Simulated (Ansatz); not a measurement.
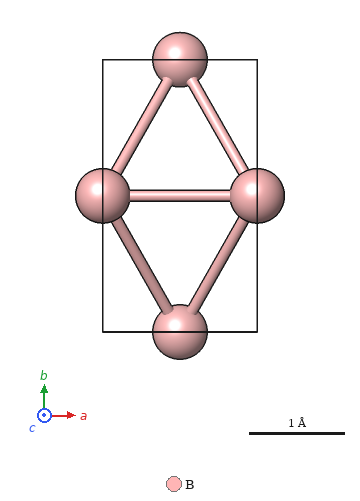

The input geometry of run 1 (ball-and-stick view of the cell of the calculation, along the c axis; atoms are numbered from 1 in the order of the input). An atom can appear more than once, as a periodic image. Near neighbours in the periodic cell (some may lie outside the picture): B has 6 B at 1.62 to 1.86 Å.

## What a change does: geometry relaxation on B

System: B (Pmmn, 2 atoms in the cell).
Method of run 1: Kohn-Sham DFT of a periodic cell, PBEsol0, Ansatz PAW, no spin polarisation (Ansatz 0.2.0).

The structure was built on a prototype by a generator; it need not be a known phase. Text and figures count atoms from 1; the logs count them from 0 in places.

## Input file, run 1
```yaml
crystal:
  lattice:
    - [1.62456, 0.0, 0.0]
    - [0.0, 2.86615, 0.0]
    - [0.0, 0.0, 3.9144]
  atoms:
    - { symbol: B, position: [0.0, 0.5, 0.60926] }
    - { symbol: B, position: [0.5, 0.0, 0.39074] }
hamiltonian:
  xc: { exchange: pbesol, correlation: pbesol, exx: { coeff: 0.25 } }
  pseudopotentials: { kind: paw }
kpoints:
  mp_grid: { grid: [8, 5, 4] }
scf:
  occupations: { method: fermi_dirac, width: 0.05 }
output:
  forces: true
  stress: true
  eigenvalues: true
relax:
  f_tol: 0.01
  max_steps: 40
  cell: { stress_tol: 0.05 }
```

Hardware: 1 × NVIDIA H100 80GB HBM3, 2 threads of AMD EPYC (Zen 3), 144 GiB of memory available, shared host.

## Output, shortened to warnings, some set-up lines, iterations and results (run 1)
```
Basis set: ecut = 420 eV, 361 PW (Γ), exchange–correlation on 24×40×54 points (8 copies of the dense FFT grid, shifted against one another)
Symmetry: 8 space group operations
k-points: 45 of 160
Initial density: superposition of atomic densities (neutral atoms: chi_scale 0, normalization atom), corrected by the library's trained network
[...]
SCF iter   1: F=—  HF=-304.268025 eV  |F-HF|=—  |Δ(HF+E_count)|=         —  Δρ=1.37e-2  dr2=6.95e-2  ethr=1.77e-3  ⟨swp⟩=6.3  Hψ=1500  notcnv=0
SCF iter   2: F=—  HF=-304.240522 eV  |F-HF|=—  |Δ(HF+E_count)|=   2.75e-2  Δρ=4.00e-3  dr2=4.13e-3  ethr=6.85e-5  ⟨swp⟩=2.6  Hψ=1297  notcnv=0  defer=1
SCF iter   3: F=—  HF=-304.239196 eV  |F-HF|=—  |Δ(HF+E_count)|=   1.33e-3  Δρ=8.10e-4  dr2=6.54e-5  ethr=6.85e-5  ⟨swp⟩=3.3  Hψ=844  notcnv=0
SCF iter   4: F=—  HF=-304.239218 eV  |F-HF|=—  |Δ(HF+E_count)|=   2.21e-5  Δρ=1.01e-4  dr2=2.40e-6  ethr=1.09e-6  ⟨swp⟩=2.8  Hψ=524  notcnv=0
SCF iter   5: F=—  HF=-304.239217 eV  |F-HF|=—  |Δ(HF+E_count)|=   2.62e-7  Δρ=2.07e-5  dr2=1.41e-7  ethr=4.00e-8  ⟨swp⟩=3.0  Hψ=550  notcnv=0
[... 134 lines ...]
SCF 21 converged in 3 iterations: F = -306.320105 eV  dr2 = 5.62e-12
SCF iter   1: F=—  HF=-306.320105 eV  |F-HF|=—  |Δ(HF+E_count)|=         —  Δρ=6.06e-8  dr2=4.64e-13  ethr=3.33e-12  ⟨swp⟩=11.0  Hψ=1696  notcnv=0
SCF iter   2: F=-306.320105 eV  HF=-306.320105 eV  |F-HF|=0.00e0  |Δ(HF+E_count)|=    0.00e0  Δρ=2.98e-8  dr2=1.38e-13  ethr=1.00e-12  ⟨swp⟩=2.0  Hψ=450  notcnv=0
SCF 22 converged in 2 iterations: F = -306.320105 eV  dr2 = 1.38e-13
relax step   9: F+E_penalty+E_count = -306.32010537 eV  Δ(F+E_penalty+E_count) = +3.927e-5 eV  max|allowed force component| = 2.608e-4 eV/Å  Δτ_max = 0.0000 Å  P = +0.003 GPa …
basis re-selected at this cell: Δ(F+E_penalty+E_count) = +3.927e-5 eV, ΔP = -0.001 GPa vs the last step (what re-selecting the basis moved, of the pressure what is left beyond the Pulay correction that the steps carried, after the strain that the cell walked since its last selection, with what the …
hybrid SCF converged: 2 outer / 5 inner (+0 warm-up), last move |dexx| = 3.45e-13 eV, tail = 3.15e-13 eV
Stability not checked: this state was not tested for a lower state beside it, because the functional holds exact exchange (a hybrid, or Hartree-Fock), whose exchange loop this test does not read (fock_operator; see scf.lower_state_search)
Free energy (F): -306.320105 eV
Frozen-core exchange: fock
Harris-Foulkes:  -306.320105 eV  (|F-HF|=0.00e0)
Internal energy: -306.316529 eV  (E = F + TS)
E sigma→0 (E₀):  -306.318317 eV
Entropy (-TS):   -0.003576 eV (-1.788 meV/atom)
Fermi energy:    7.475813 eV
--- Per-component energies (eV) ---
  E_band       = -9.445629
  E_kinetic    = 97.683109
  E_local      = -104.360477  (includes V_loc(G=0)·N_el)
  E_nonlocal   = 23.042212
  E_hartree    = 31.997607
  E_xc         = -49.662838
  E_vxc        = -59.000923  (∫ρ·V_xc dr)
  E_exx        = -12.806194  (= α·E_x^exact, valence–valence)
  E_paw        = -154.136265  (= ΣΔE_a)
  E_vpaw       = -5.192367  (= ΣTr[D̂ρ^β])
  E_aug_tail   = -0.000007  (compensation charges beyond the density's cutoff)
  E_ewald      = -138.067552
  E_core_change = -0.006123  (= ΣΔE_core)
  E_smearing   = -0.003576  (= −TS)
  E_closure    = -0.000000  (closes the sum)
  Σ components = -306.320105   (vs F -306.320105, Δ=-5.68e-14)
--- Forces (eV/Å), atoms counted from 1 ---
  atom   1  B      0.00000000     0.00000000     0.00026076
  atom   2  B     -0.00000000     0.00000000    -0.00026076
  max |Σ_I F_I| component: 0.00e0 eV/Å
--- Stress (GPa, compression-positive) ---
        0.008439       0.000000       0.000000
        0.000000       0.002359      -0.000000
        0.000000      -0.000000      -0.002459
  P = ⅓ Tr σ = 0.0028 GPa (0.028 kbar)
--- Relaxed structure (7 steps of the walk, 7 accepted, 2 SCFs on fresh bases) ---
  F+E_penalty+E_count = -306.32010537 eV   max|allowed force component| = 2.608e-4 eV/Å   (the final SCF, on the basis selected at the relaxed cell)
  cell:  # Å, volume = 17.6967 Å³
    - [1.6074099672699749, 0.0, 0.0]
[...]
```

The input of run 2 differs as follows (lines with − go, lines with + come):
```diff
-  xc: { exchange: pbesol, correlation: pbesol, exx: { coeff: 0.25 } }
+  xc: hf
```

How does run 2 compare with run 1?

The total energies belong to different methods, so their difference says nothing on which is more stable or more accurate. The volume per atom goes from 8.85 to 10.54 Å³. On the same kind of shared host run 2 took about 4.9 times as long.

## Output, shortened to warnings, some set-up lines, iterations and results (run 2)
```
Basis set: ecut = 420 eV, 361 PW (Γ)
Symmetry: 8 space group operations
k-points: 45 of 160
Initial density: superposition of atomic densities (neutral atoms: chi_scale 0, normalization atom), corrected by the library's trained network
[...]
SCF iter   1: F=—  HF=-301.400525 eV  |F-HF|=—  |Δ(HF+E_count)|=         —  Δρ=1.54e-2  dr2=6.62e-2  ethr=1.77e-3  ⟨swp⟩=6.3  Hψ=1494  notcnv=0
SCF iter   2: F=—  HF=-301.385712 eV  |F-HF|=—  |Δ(HF+E_count)|=   1.48e-2  Δρ=9.06e-3  dr2=2.67e-2  ethr=1.10e-3  ⟨swp⟩=2.0  Hψ=632  notcnv=0  defer=1
SCF iter   3: F=—  HF=-301.375398 eV  |F-HF|=—  |Δ(HF+E_count)|=   1.03e-2  Δρ=7.17e-4  dr2=7.80e-5  ethr=1.15e-6  ⟨swp⟩=3.0  Hψ=1432  notcnv=0
SCF iter   4: F=—  HF=-301.375410 eV  |F-HF|=—  |Δ(HF+E_count)|=   1.27e-5  Δρ=8.24e-5  dr2=8.89e-7  ethr=1.15e-6  ⟨swp⟩=2.2  Hψ=468  notcnv=0
SCF iter   5: F=—  HF=-301.375411 eV  |F-HF|=—  |Δ(HF+E_count)|=   8.07e-7  Δρ=8.63e-6  dr2=8.16e-9  ethr=1.48e-8  ⟨swp⟩=2.7  Hψ=530  notcnv=0
[... 333 lines ...]
SCF iter   2: F=—  HF=-302.251048 eV  |F-HF|=—  |Δ(HF+E_count)|=  8.14e-11  Δρ=2.07e-7  dr2=2.32e-11  ethr=1.75e-12  ⟨swp⟩=2.8  Hψ=541  notcnv=0
SCF iter   3: F=—  HF=-302.251048 eV  |F-HF|=—  |Δ(HF+E_count)|=  1.25e-12  Δρ=3.43e-8  dr2=2.15e-11  ethr=1.00e-12  ⟨swp⟩=2.0  Hψ=448  notcnv=0
SCF iter   4: F=-302.251048 eV  HF=-302.251048 eV  |F-HF|=3.35e-12  |Δ(HF+E_count)|=  1.48e-10  Δρ=1.60e-7  dr2=5.97e-12  ethr=1.00e-12  ⟨swp⟩=3.9  Hψ=726  notcnv=0
SCF 48 converged in 4 iterations: F = -302.251048 eV  dr2 = 5.97e-12
relax step  13: F+E_penalty+E_count = -302.25104780 eV  Δ(F+E_penalty+E_count) = -3.367e-4 eV  max|allowed force component| = 3.280e-4 eV/Å  Δτ_max = 0.0000 Å  P = +0.006 GPa …
basis re-selected at this cell: Δ(F+E_penalty+E_count) = -3.367e-4 eV, ΔP = +0.004 GPa vs the last step (what re-selecting the basis moved, of the pressure what is left beyond the Pulay correction that the steps carried, after the strain that the cell walked since its last selection, with what the …
hybrid SCF converged: 2 outer / 12 inner (+0 warm-up), last move |dexx| = 7.21e-10 eV, tail = 4.75e-11 eV
Stability not checked: this state was not tested for a lower state beside it, because the functional holds exact exchange (a hybrid, or Hartree-Fock), whose exchange loop this test does not read (fock_operator; see scf.lower_state_search)
Free energy (F): -302.251048 eV
Frozen-core exchange: fock
Harris-Foulkes:  -302.251048 eV  (|F-HF|=3.35e-12)
Internal energy: -302.249164 eV  (E = F + TS)
E sigma→0 (E₀):  -302.250106 eV
Entropy (-TS):   -0.001884 eV (-0.942 meV/atom)
Fermi energy:    5.967092 eV
--- Per-component energies (eV) ---
  E_band       = -36.247275
  E_kinetic    = 94.094064
  E_local      = -137.588750  (includes V_loc(G=0)·N_el)
  E_nonlocal   = 22.577714
  E_hartree    = 45.350443
  E_xc         = 0.000000
  E_vxc        = 0.000000  (∫ρ·V_xc dr)
  E_exx        = -50.776149  (= α·E_x^exact, valence–valence)
  E_paw        = -160.884103  (= ΣΔE_a)
  E_vpaw       = -4.478890  (= ΣTr[D̂ρ^β])
  E_aug_tail   = -0.000005  (compensation charges beyond the density's cutoff)
  E_ewald      = -114.932337
  E_core_change = -0.090041  (= ΣΔE_core)
  E_smearing   = -0.001884  (= −TS)
  E_closure    = 0.000000  (closes the sum)
  Σ components = -302.251048   (vs F -302.251048, Δ=-5.68e-14)
--- Forces (eV/Å), atoms counted from 1 ---
  atom   1  B      0.00000000     0.00000000    -0.00032802
  atom   2  B      0.00000000    -0.00000000     0.00032802
  max |Σ_I F_I| component: 0.00e0 eV/Å
--- Stress (GPa, compression-positive) ---
       -0.002006       0.000000      -0.000000
        0.000000      -0.007547      -0.000000
       -0.000000      -0.000000       0.026784
  P = ⅓ Tr σ = 0.0057 GPa (0.057 kbar)
--- Relaxed structure (11 steps of the walk, 11 accepted, 2 SCFs on fresh bases) ---
[...]
```

## The two runs side by side

```tsv
quantity	run 1	run 2
outcome	converged	converged
free energy per atom (eV)	−153.1601	−151.1255
energy per atom, smearing taken to zero (eV)	−153.1592	−151.1251
gap on the mesh (eV)	0.00	0.00
pressure (GPa)	0.00	0.01
volume per atom (Å³)	8.85	10.54
largest force (eV/Å)	0.000	0.000
irreducible k-points	45	45
wall time (shared host)	44 s	3.6 min
```

For both runs: The k-point mesh is coarse for a cell of this size, so the results may not be converged. For run 2: Points of doubt noted for this run: forces on files of another functional.
